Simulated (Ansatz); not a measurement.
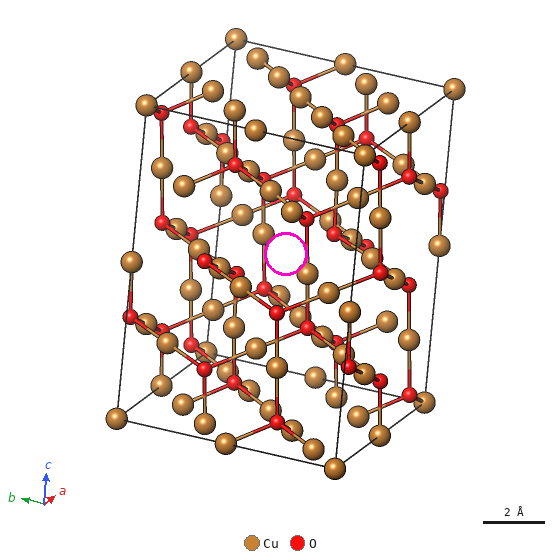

A ball-and-stick rendering, viewed from a general direction. The wireframe shows the supercell. The host is Cu2O, in a cell of 72 sites, and the cell carries a charge of -1. A ring marks the defect's site.

How does this supercell depart from the perfect host?

A copper vacancy. Around the empty site lie two O at about 1.8 Å.

Results below were computed with DFT PBE, scalar-relativistic, plane waves, PAW in Ansatz; the settings were a basis cut at 420 eV, k-grid 2×2×2, Gaussian smearing of 0.02 eV, collinear spins.

Does the calculation give a net moment?

No net moment.

The atoms were relaxed in the host's cell with DFT PBE, scalar-relativistic, plane waves, PAW (Ansatz).
